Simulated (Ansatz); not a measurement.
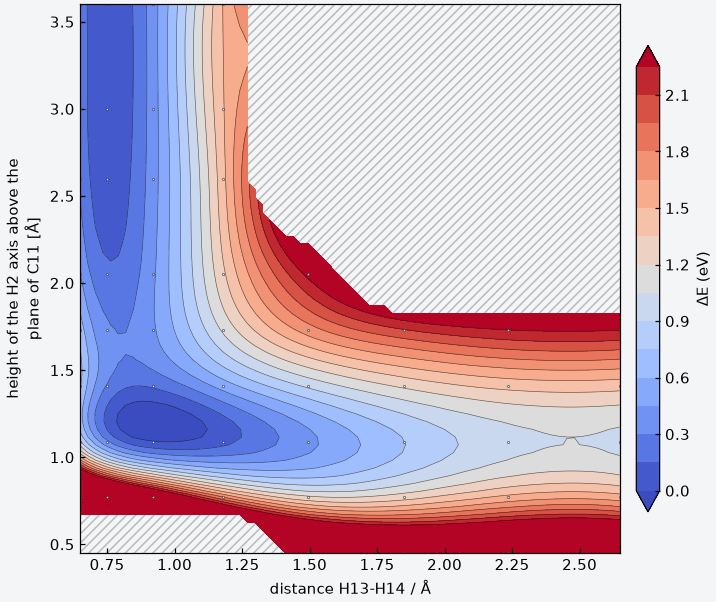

Energy landscape of H₂ on a C(100) slab cut from the P6/mmm phase, its upper half relaxed before the scan (12 atoms of substrate and one adsorbate in a 2 × 1 cell). H2 lies flat over one site of a rigid substrate while its bond length and height are varied; it sits over a top site over C11, heights counted from the top plane, its axis along the first surface vector. First axis: distance H13-H14. Second axis: height of the H2 axis above the plane of C11. The scan uses an 8 × 9 grid. At 19 points there is no value (left out: too close to the surface, or the stretched molecule far from it). Points are written as (first, second). Energies are in eV, from the lowest grid point. Computed with DFT PBE, scalar-relativistic, plane waves, PAW (Ansatz 0.2.0). Settings: cutoff 420 eV, k-mesh 6×3×1, gaussian smearing 0.1 eV, no spin polarisation.

Drawn: filled contours, dots at the grid points, one colour for all values above the top of the scale, hatched blanks where no value was computed. Between grid points the surface is interpolated. 

What does the map say about the system?

The lowest grid point is at (0.919 Å, 1.09 Å). The bottom of the well lies between grid points, at about (0.880 Å, 1.20 Å), about 0.14 eV lower on the interpolated surface. The highest grid point, (1.495 Å, 0.45 Å), lies 6.13 eV above the lowest. On the interpolated surface the lowest path from the intact molecule far from the surface, (0.750 Å, 3.60 Å), to the stretched end of the scan, (2.650 Å, 1.09 Å), has its top at about (2.49 Å, 1.09 Å), about 1 eV above the start and 0.03 eV above the end.

The values on the grid:

| second ↓, first → | 0.650 | 0.750 | 0.919 | 1.181 | 1.495 | 1.849 | 2.235 | 2.650 |
| --- | --- | --- | --- | --- | --- | --- | --- | --- |
| 3.60 | 0.25 | 0.03 | 0.38 | 1.51 | – | – | – | – |
| 3.00 | 0.25 | 0.03 | 0.38 | 1.49 | – | – | – | – |
| 2.60 | 0.28 | 0.06 | 0.38 | 1.46 | – | – | – | – |
| 2.05 | 0.45 | 0.18 | 0.42 | 1.32 | 2.29 | – | – | – |
| 1.73 | 0.68 | 0.33 | 0.43 | 1.08 | 1.72 | 2.09 | 2.25 | 2.26 |
| 1.41 | 0.77 | 0.29 | 0.17 | 0.52 | 0.93 | 1.23 | 1.40 | 1.41 |
| 1.09 | 0.92 | 0.32 | 0.00 | 0.10 | 0.41 | 0.75 | 1.00 | 1.02 |
| 0.77 | 5.58 | 4.40 | 3.04 | 1.80 | 1.23 | 1.28 | 1.54 | 1.56 |
| 0.45 | – | – | – | – | 6.13 | 4.44 | 4.43 | 4.45 |

The whole map (53 points run) took 36 min on 1 thread of Arm Neoverse V2, with other jobs on the host.

PAW datasets: the set soft_1.
